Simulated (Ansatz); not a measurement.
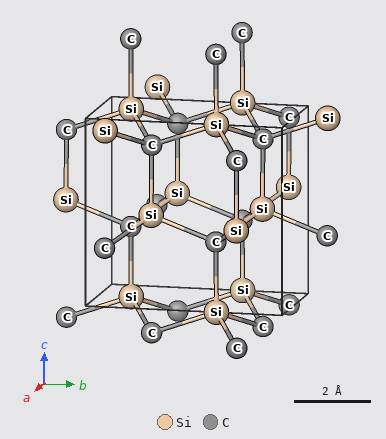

An orthographic ball-and-stick view of the structure, slightly off an axis. One conventional unit cell is outlined, and atoms on its boundary appear in each equivalent place. Periodic images bonded to atoms of the box are shown as well.

SiC, space group Cmc2_1 (No. 36), a = 2.962 Å, b = 5.327 Å, c = 5.048 Å, α = 90.00°, β = 90.00°, γ = 90.00°. The initial geometry was a structure listed in the Materials Project. The cell was then strained or its atoms displaced on purpose. Ansatz was used for an electronic-structure calculation on it.

This one geometry was computed with Ansatz (DFT, plane waves, PAW) at three levels of theory: r2SCAN, PBE and HSE06. It was relaxed with r2SCAN and then strained.

Which level gives the highest pressure at this volume, and what does that say about its equilibrium volume?

Answer. Highest: PBE (12.7 GPa), which points to the largest equilibrium volume. Lowest, with the smallest volume: HSE06 (8.1 GPa). Levels within 0.5 GPa of each other can't be told apart.

How does the band gap change with the level of theory?

Answer. PBE: a gap of 1.87 eV, indirect; r2SCAN: a gap of 2.24 eV, indirect; HSE06: a gap of 2.75 eV, indirect.

Collect the results in a table.

Answer.
| level | cutoff (eV) | k-mesh of the run's cell | gap (eV) | pressure (GPa) |
| --- | --- | --- | --- | --- |
| r2SCAN | 500 | 12×12×6 | 2.24 | 9.3 |
| PBE | 420 | 12×12×6 | 1.87 | 12.7 |
| HSE06 | 420 | 6×6×4 | 2.75 | 8.1 |

Gaps are taken on the k-mesh or band path of each run.
